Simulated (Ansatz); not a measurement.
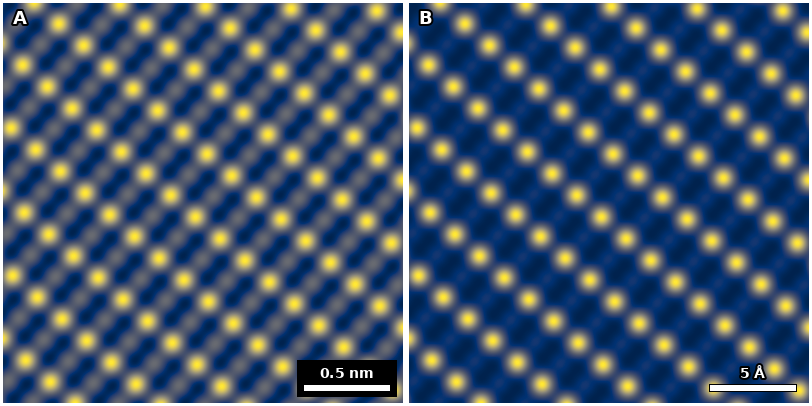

Two simulated images of the same area of CdS (P6_3/mmc, No. 194) along [210], with a probe of 1.08 Å. One is incoherent Z contrast (Z^1.8 per atom), the other the projected potential of neutral atoms blurred by the probe (iDPC-like, thin sample). Brightness is counted from the darkest point of the image. Structure used: a calculation's starting geometry; the starting structure was generated, so it need not be a known form of this composition.

Which panel is which, and how can one tell?

B is the Z-contrast image and A the potential image. The columns of 1 S per repeat reach about 12 % of the brightest peak (1 Cd) in B but about 41 % in A, mainly since the potential grows much more slowly with atomic number.
